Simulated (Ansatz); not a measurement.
System: a (210) slab cut from GaN (F-43m), ended by Ga above and N below, 22 atoms in the cell. Starting structure of the relaxation:

```
N Ga
1.0
     4.49823    0.00000    0.00000
    -2.24912    5.02917    0.00000
     0.00000    0.00000   25.56127
N Ga
11 11
Cartesian
  -1.1246 3.5204 7.5000
  3.3737 0.5029 8.5058
  1.1246 2.5146 9.5117
  -1.1246 4.5263 10.5175
  3.3737 1.5088 11.5233
  1.1246 3.5204 12.5292
  1.1246 0.5029 13.5350
  -1.1246 2.5146 14.5408
  1.1246 4.5263 15.5467
  1.1246 1.5088 16.5525
  -1.1246 3.5204 17.5583
  2.2491 2.0117 8.0029
  0.0000 4.0233 9.0088
  0.0000 1.0058 10.0146
  2.2491 3.0175 11.0204
  2.2491 0.0000 12.0263
  0.0000 2.0117 13.0321
  2.2491 4.0233 14.0379
  2.2491 1.0058 15.0438
  0.0000 3.0175 16.0496
  0.0000 0.0000 17.0554
  2.2491 2.0117 18.0613
```

Ansatz 0.2.0; DFT PBEsol, scalar-relativistic, plane waves, PAW, no spin polarisation, 7×5×1 k mesh, Gaussian smearing of 0.05 eV.

What does the potential across the slab give for the work function?

The work function is 5.00 eV at the right face and 6.39 eV at the left. The vacuum level is 1.38 eV higher at the left than at the right, so the slab carries a dipole along its normal; the ramp in the vacuum, at or near the edge of the plot, is the dipole correction that keeps each side flat. The outermost atoms are 10.2 Å apart, which leaves 15.3 Å of vacuum in a cell 25.6 Å high.

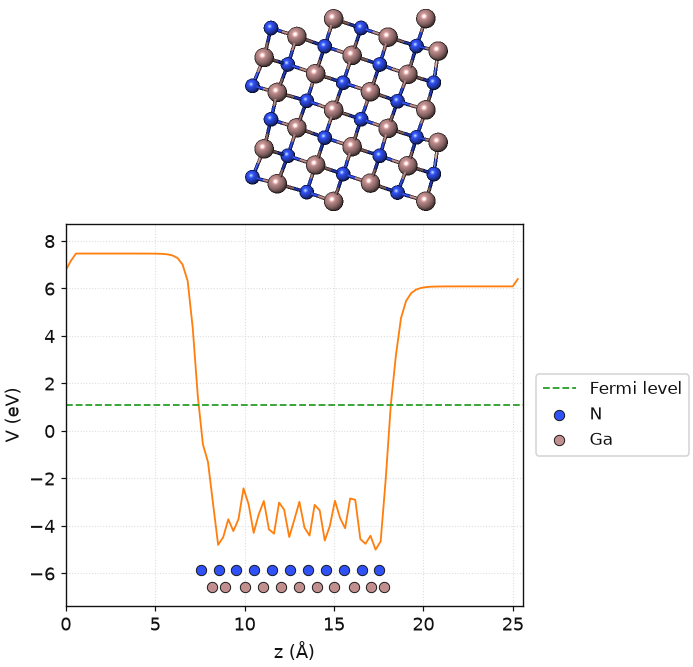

Plane-averaged electrostatic potential energy of an electron across the slab; circles at the bottom mark the heights of the atoms (positions after relaxation). The structure is drawn too.
